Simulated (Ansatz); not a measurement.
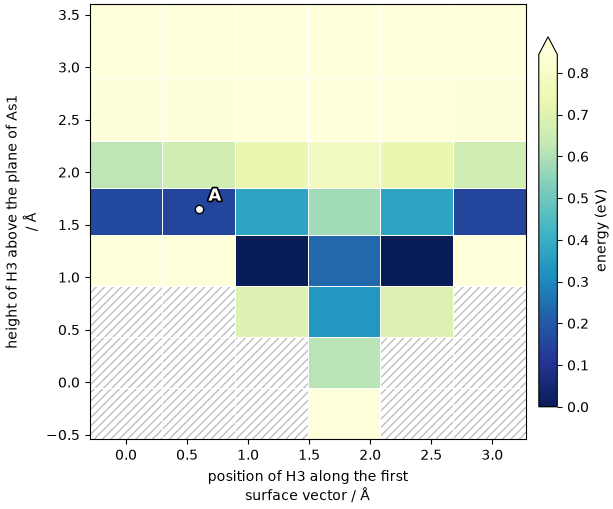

H on a two-dimensional sheet of As of the honeycomb type (2 atoms of substrate and one adsorbate in a 1 × 1 cell). H is moved along a line over the surface and along the normal, above a rigid substrate. Coordinates scanned: (1) position of H3 along the first surface vector, from above As1; (2) height of H3 above the plane of As1. The scan uses a 6 × 8 grid; 24 points were computed and 11 follow by symmetry. At 13 points there is no value (left out of the scan, as a rule where atoms come close). Points are written as (first, second). All energies are given in eV relative to the lowest grid point. Computed with DFT PBE+D3(BJ), scalar-relativistic, plane waves, PAW (Ansatz). Settings: cutoff 420 eV, k-mesh 9×9×1, gaussian smearing 0.05 eV, spin-polarised.

Drawn: one coloured cell a grid point, one colour for all values above the top of the scale, hatched blanks where no value was computed, the point A.

### Which way does the force act at A, and how strong is it?

A, at (0.60 Å, 1.65 Å), is not a stationary point. The computed force is 0.15 eV for each Å towards smaller values of the first coordinate and 1 eV for each Å towards smaller values of the second coordinate.
